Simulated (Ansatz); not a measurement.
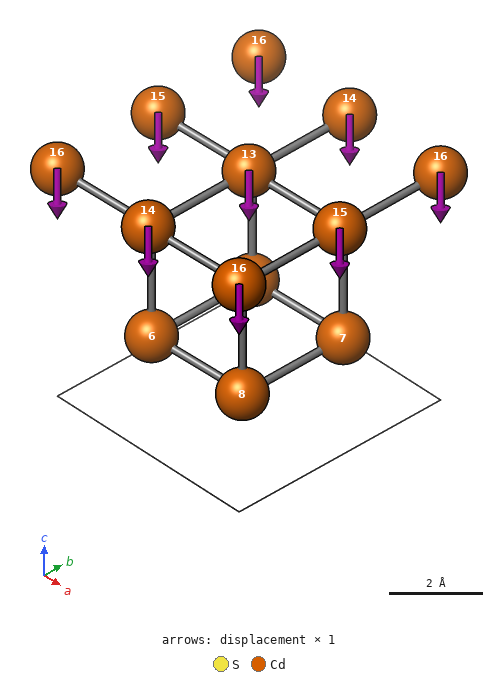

A constrained relaxation of a slab of composition CdS (cut from the F-43m phase). The starting structure is drawn; purple arrows show the displacements, at their true length.

A ball-and-stick model of the cell of the calculation, outlined in the plane, without the vacuum (origin shifted), seen from a free direction.

Case: clean slab, lower planes held. The slab is the (1 1 1) face of CdS. 8 atoms are held fixed.

Method: Ansatz 0.2.0, DFT PBE+D3(BJ), scalar-relativistic, plane waves, PAW. Set-up: plane-wave cutoff 420 eV; k-point mesh 2 × 2 × 1; occupations gaussian; smearing width 0.05 eV; no spin polarisation; dipole correction; atoms relaxed in a fixed cell; force threshold 0.03 eV/Å; at most 70 steps.

Describe the change and its energy.

Over 8 accepted moves (9 points after the start) the energy falls by 1.869 eV per cell of the calculation. The largest force component goes from 1.3 to 0.016 eV/Å. 1 step only repeated the SCF at the same geometry. The largest moves, 1.18 Å, are those of Cd atoms. By element the largest moves are Cd 1.18 Å, S 0.32 Å. The lattice vectors keep their values. Some distances before and after: Cd–S 2.534 → 2.851 Å, Cd–S 2.534 → 2.476 Å. Among the angles between lasting bonds that change: Cd–S–Cd 109.5° → 74.8°, S–Cd–S 109.5° → 113.4°, Cd–S–Cd 109.5° → 113.4°.
